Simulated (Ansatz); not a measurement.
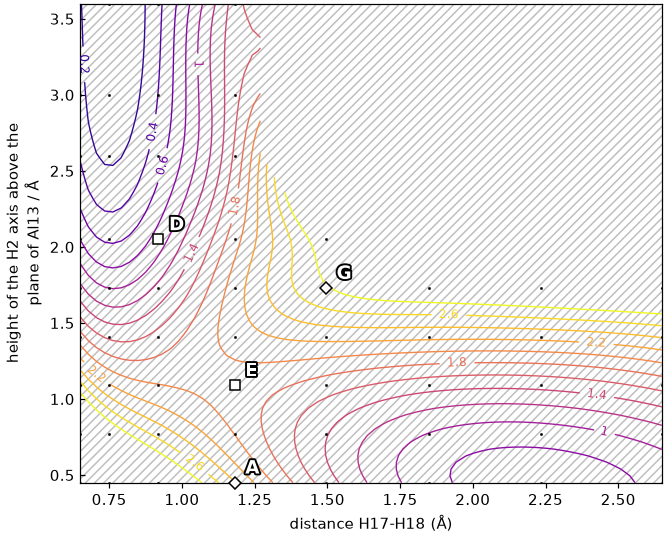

H₂ on an Al(110) slab cut from the Fm-3m phase, its upper half relaxed before the scan (16 atoms of substrate and one adsorbate in a 2 × 2 cell). H2 lies flat over one site of a rigid substrate while its bond length and height are varied; it sits over a bridge site, heights counted from the top plane, its axis along the second surface vector. First axis: distance H17-H18. Second axis: height of the H2 axis above the plane of Al13. The grid has 8 × 9 points. At 15 points there is no value (left out: too close to the surface, or the stretched molecule far from it). Points are written as (first, second). Energies are in eV, from the lowest grid point. The calculation used DFT PBE, scalar-relativistic, plane waves, PAW (Ansatz). Settings: cutoff 420 eV, k-mesh 5×4×1, gaussian smearing 0.1 eV, no spin polarisation.

In the figure: contour lines labelled in eV (none above 2.8), dots at the grid points, hatched blanks where no value was computed, lettered points. Between grid points the surface is interpolated.

Q: Is A the lowest point of the computed grid?

A: No. A lies 2.42 eV above the lowest grid point, which is at (0.750 Å, 3.60 Å).

Q: Rank the lettered points by energy, lowest first.

A: D (0.89 eV), E (1.92 eV), A (2.42 eV), G (2.78 eV).
